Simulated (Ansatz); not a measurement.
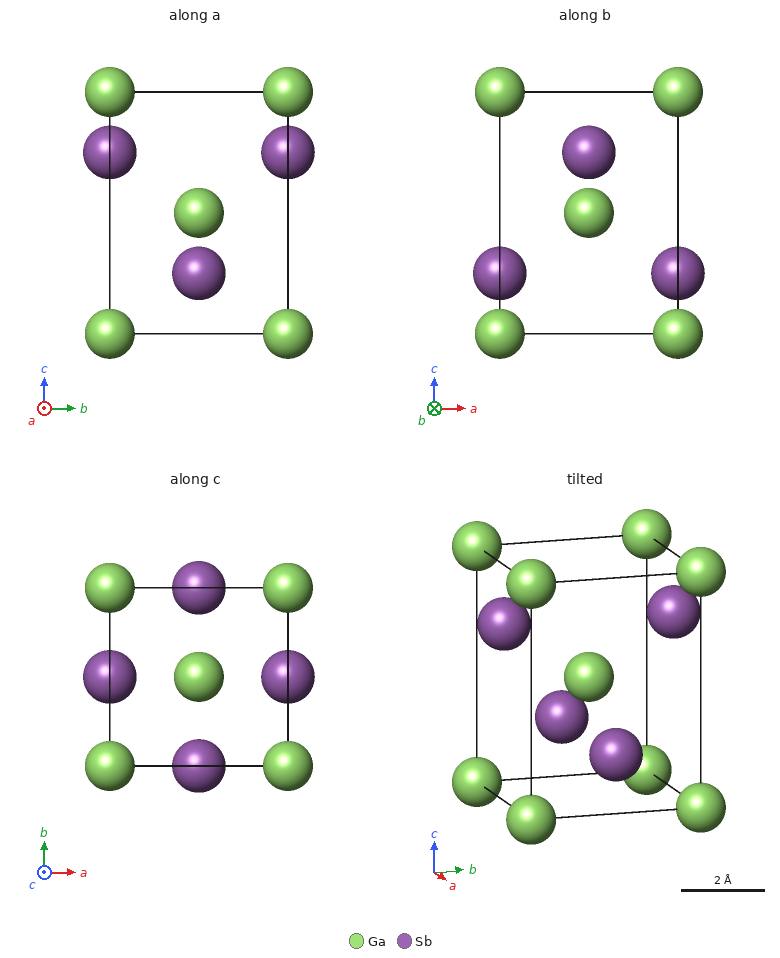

View along the a axis, along the b axis, along the c axis and slightly off an axis, drawn as a spheres-only model. The wireframe shows the conventional unit cell.

Lattice parameters: a = 4.336 Å, b = 4.336 Å, c = 5.886 Å, α = 90.00°, β = 90.00°, γ = 90.00°.

> Write the structure as a table of Wyckoff sites.

Space group I-4m2 (No. 119).
```
atom  site       x       y       z
  Ga    2a  0.0000  0.0000  0.0000
  Sb    2c  0.5000  0.0000  0.7500
```

It derives from a structure type filled with these elements by a generator (whether the compound takes this form wasn't checked). The cell was then strained or its atoms displaced on purpose. It was run through Ansatz as a DFT input.

At this level of theory the cell isn't at rest (compressed, at 4 GPa), so its distances can differ from those at equilibrium, the more so the softer the solid.
